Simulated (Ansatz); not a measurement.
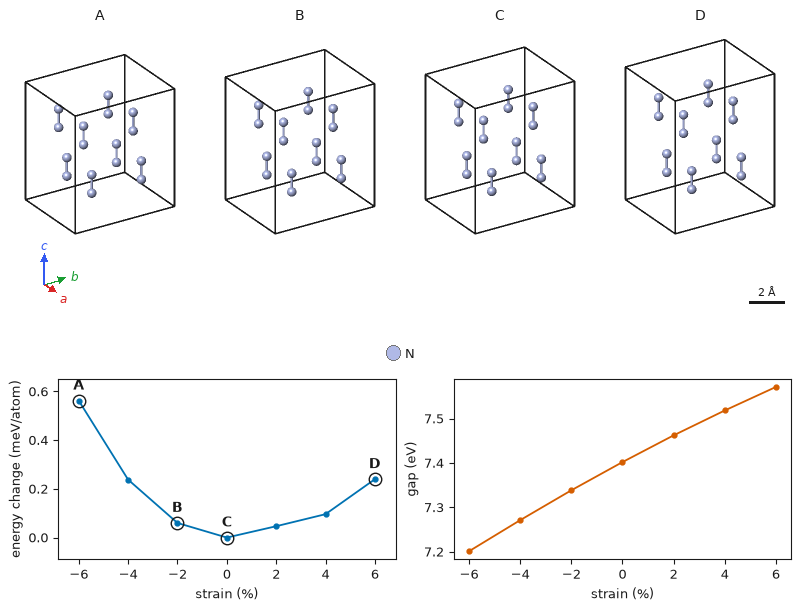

Members of a series of calculations on crystalline N (set up in P6_3/mmc), marked on the first curve. The picture is a ball-and-stick view of the cell of the calculation, repeated to show the pattern, seen slightly off an axis.

The calculation used Ansatz, DFT PBEsol, scalar-relativistic, plane waves, PAW. Set-up: plane-wave cutoff 420 eV; k-point mesh 6 × 6 × 4; occupations gaussian; smearing width 0.02 eV; no spin polarisation.

Question: Which kind of strain is it, and how does the structure respond?

Answer: Strain along c alone, the other axes held, atoms relaxed. A (strain −6.0 %): energy change 0.6 meV/atom, volume 28.81 Å³ per atom, gap 7.20 eV. B (strain −2.0 %): energy change 0.1 meV/atom, volume 30.03 Å³ per atom, gap 7.34 eV. C (strain 0.0 %): energy change 0.0 meV/atom, volume 30.65 Å³ per atom, gap 7.40 eV. D (strain 6.0 %): energy change 0.2 meV/atom, volume 32.48 Å³ per atom, gap 7.57 eV. The rest compares A with D. The volume changes by +12.8 %, with a = b unchanged at 8.734 Å, c 6.977 → 7.867 Å (+12.8 %). 
